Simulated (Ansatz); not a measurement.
A structure file:

```xyz
4
Lattice="2.3174 0.0000 0.0000 -1.1587 2.1670 0.0000 0.0000 0.0000 24.2811" Properties=species:S:1:pos:R:3 pbc="T T T"
C     0.0000    0.0000   13.8683
C     0.0000    0.0000   10.4128
C     0.0000    1.4447   10.4123
C     1.1587    0.7223   13.8688
```

Q: Give a crystallographic description of this input.

A: The element is carbon. The cell holds four atoms. The coordination shell of C holds three C in a trigonal planar arrangement at 1.37 to 1.44 Å. The bonds build C layers parallel to (001).

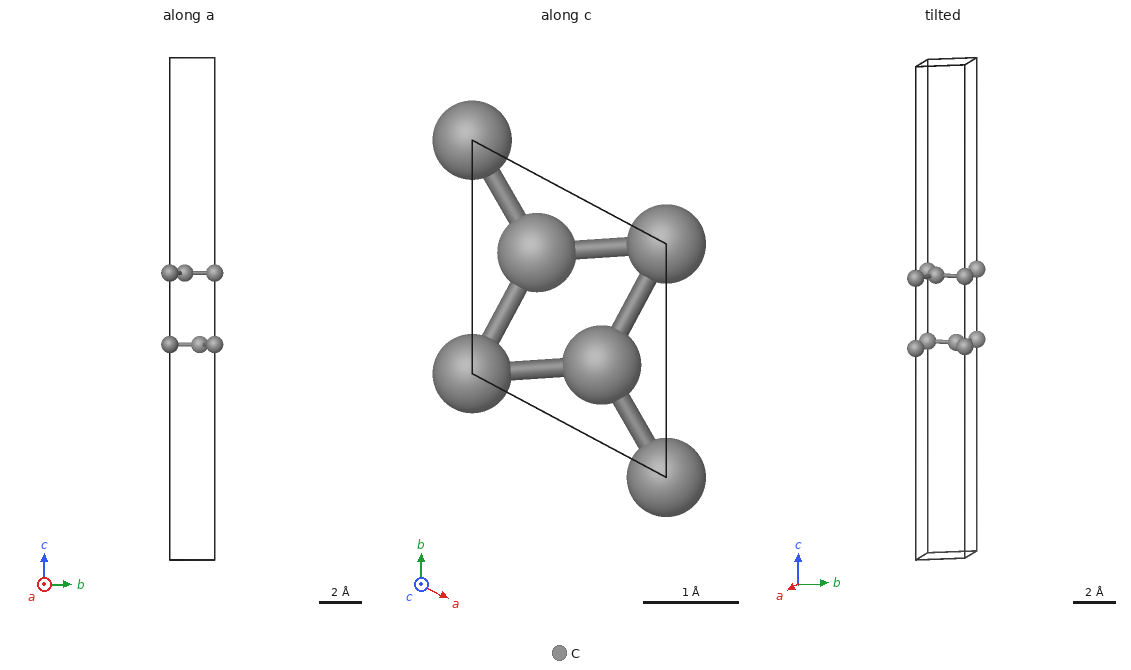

Drawn in the ball-and-stick manner and seen along the a axis, along the c axis and slightly off an axis. Atoms at the boundary of the simulation cell (the box) are drawn once for each face, edge or corner they touch.

Provenance: a structure listed in the Materials Project. The cell was then strained or its atoms displaced on purpose. It was set up as input for a calculation with Ansatz.
